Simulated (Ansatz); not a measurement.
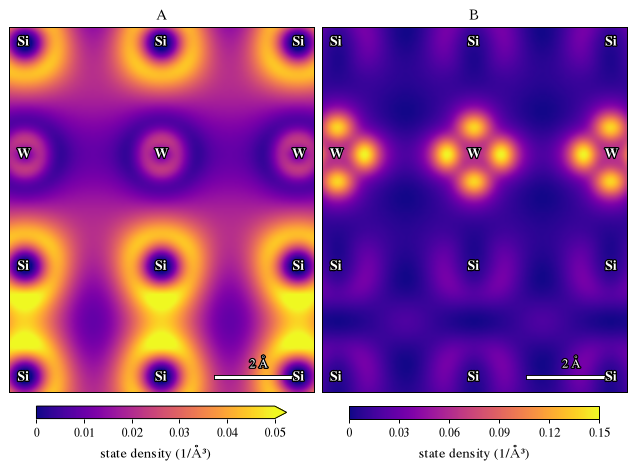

Si₂W: densities of the states in two energy windows, on the (010) plane of the conventional cell.

Space group I4/mmm; the calculation finds a residual pressure of about 3 GPa at this fixed cell. Spin-orbit coupling, left out here, splits and shifts the levels of such heavy elements, by tenths of an eV up to several eV.

These are results of DFT PBE, scalar-relativistic, plane waves, PAW (Ansatz), not measurements.

In a PAW calculation such maps are meaningful between the atoms, not at the nuclei.

```
Si W
1.0
     3.21380    0.00000    0.00000
     0.00000    3.21380    0.00000
     0.00000    0.00000    7.82990
Si W
4 2
Direct
  0.00000 0.00000 0.33470
  0.50000 0.50000 0.83470
  0.50000 0.50000 0.16530
  0.00000 0.00000 0.66530
  0.00000 0.00000 0.00000
  0.50000 0.50000 0.50000
```

> The windows, about the Fermi level, are −14.1 to −9.4 eV and 0.0 to +1.2 eV. Which panel shows which?

Panel A: −14.1 to −9.4 eV, the lower third of the occupied valence band, mainly Si 3s (50 %), Si 3p (30 %) and W 5d (10 %).
Panel B: 0.0 to +1.2 eV, the empty states just over the Fermi level, mainly W 5d (50 %), Si 3p (30 %) and Si 3s (15 %).
The characters are Löwdin shares on a minimal set of atomic orbitals. At the bottom of an sp band the diffuse p orbitals of such a set take a share of s-like charge between the atoms, so the p share there is overstated.

Cost of the run: 2.6 s on 2 threads of Intel(R) Xeon(R) Platinum 8375C CPU @ 2.90GHz (Ice Lake), with other jobs on the host, peak memory 0.44 GiB.
